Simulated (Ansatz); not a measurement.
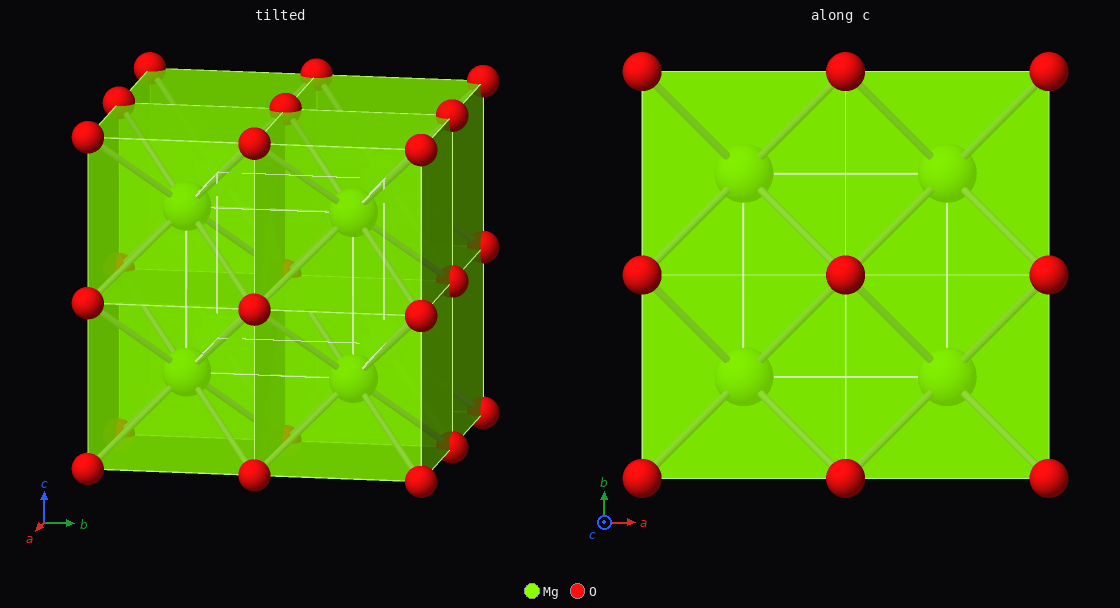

Drawn in the polyhedral manner and seen slightly off an axis and along the c axis. The conventional unit cell is outlined; an atom on or near a face, edge or corner is repeated at each equivalent position. A few atoms beyond the faces are included.

MgO, caesium chloride (CsCl, B2) type, space group Pm-3m (No. 221), a = 2.623 Å, b = 2.623 Å, c = 2.623 Å, α = 90.00°, β = 90.00°, γ = 90.00°. It derives from a structure type filled with these elements by a generator (whether the compound takes this form wasn't checked). Earlier steps of the study may have refined or changed the cell and positions. It was run through Ansatz as a DFT input.

This one geometry was computed with Ansatz (DFT, plane waves, PAW) at six levels of theory: LDA, HSE06, LC-wPBE, r2SCAN, dielectric-dependent PBE0 (fraction 1/eps_inf of PBE) and PBE0. It was relaxed beforehand with r2SCAN.

Which level gives the highest pressure at this volume, and what does that say about its equilibrium volume?

Highest: r2SCAN (0.0 GPa), which points to the largest equilibrium volume. Lowest, with the smallest volume: LDA (-4.4 GPa). Levels within 0.5 GPa of each other can't be told apart.

How does the band gap change with the level of theory?

LDA: a gap of 2.57 eV, indirect; r2SCAN: a gap of 3.49 eV, indirect; HSE06: a gap of 4.20 eV, indirect; PBE0: a gap of 4.94 eV, indirect; dielectric-dependent PBE0 (fraction 1/eps_inf of PBE): a gap of 5.12 eV, indirect; LC-wPBE: a gap of 9.80 eV, indirect.

Collect the results in a table.

| level | cutoff (eV) | k-mesh of the run's cell | gap (eV) | pressure (GPa) |
| --- | --- | --- | --- | --- |
| LDA | 420 | 10×10×10 | 2.57 | -4.4 |
| HSE06 | 420 | 6×6×6 | 4.20 | -0.8 |
| LC-wPBE | 420 | 6×6×6 | 9.80 | -1.4 |
| r2SCAN | 500 | 10×10×10 | 3.49 | 0.0 |
| dielectric-dependent PBE0 (fraction 1/eps_inf of PBE) | 420 | 6×6×6 | 5.12 | -1.1 |
| PBE0 | 420 | 6×6×6 | 4.94 | -0.6 |

Gaps are taken on the k-mesh or band path of each run.
